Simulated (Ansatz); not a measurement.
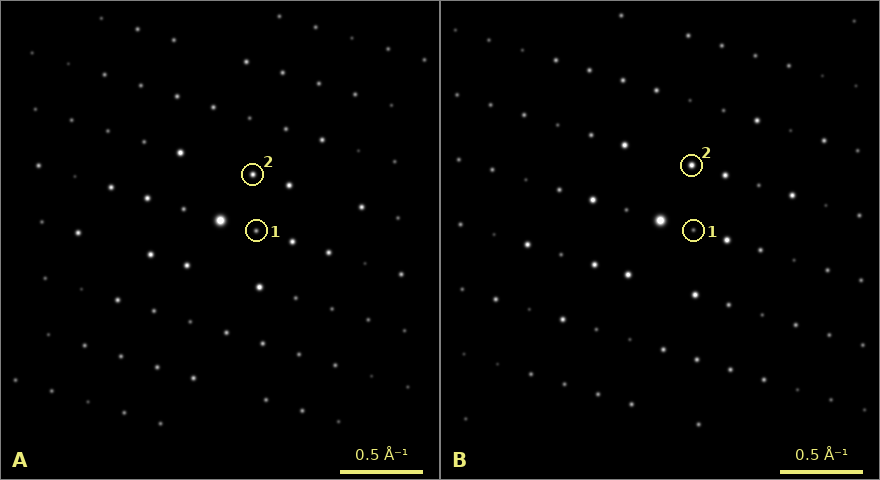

Kinematic electron diffraction patterns (300 kV, B = 0.5 Å², same scale) along [111] of the run's own cell, for the start and the end of one relaxation of CuAu with Ansatz 0.2.0, DFT, PAW plane waves, r2scan. k mesh 4×4×8. The start is a generated model structure, and the relaxation ends in the nearest stationary point of its symmetry, not necessarily the ground state. Spot 1 is -1 1 0 and spot 2 is -1 0 1 in both.

Start structure:

```
Au Cu
1.0
     6.15131    0.00000    0.00000
     0.00000    6.02630    0.00000
     0.00000    0.00000    3.28961
Au Cu
4 4
Direct
  0.18400 0.01000 0.25000
  0.81600 0.99000 0.75000
  0.68400 0.49000 0.75000
  0.31600 0.51000 0.25000
  0.59000 0.19500 0.25000
  0.41000 0.80500 0.75000
  0.09000 0.30500 0.75000
  0.91000 0.69500 0.25000
```

### Which pattern belongs to the start structure, and which to the relaxed one?

A is the start: its cell gives d(1) = 4.305 Å, d(2) = 2.901 Å and an angle of 70.7°. B is the relaxed structure, with d(1) = 4.656 Å (+8.2 %), d(2) = 2.574 Å (-11.3 %) and 76.5°.

### Name reflections whose intensity changes strongly on relaxation.

3 -2 -1 comes into sight; 5 -3 -2 goes from 2.5 to 20 % of the strongest spot; 2 0 -2 goes from 9.5 to 3 % of the strongest spot; 1 -1 0 goes from 12 to 4.3 % of the strongest spot.

### What did the relaxation do to the structure and the energy?

The volume changed by -0.7 % to 15.13 Å³ an atom; with the mean shift removed, the atoms moved by up to 0.45 Å relative to the cell (Cu most); the space group stayed Pnma (No. 62); the free energy fell by 200 meV an atom. Relaxed cell: a = 7.175 Å, b = 6.120 Å, c = 2.757 Å, α = 90.00°, β = 90.00°, γ = 90.00°.
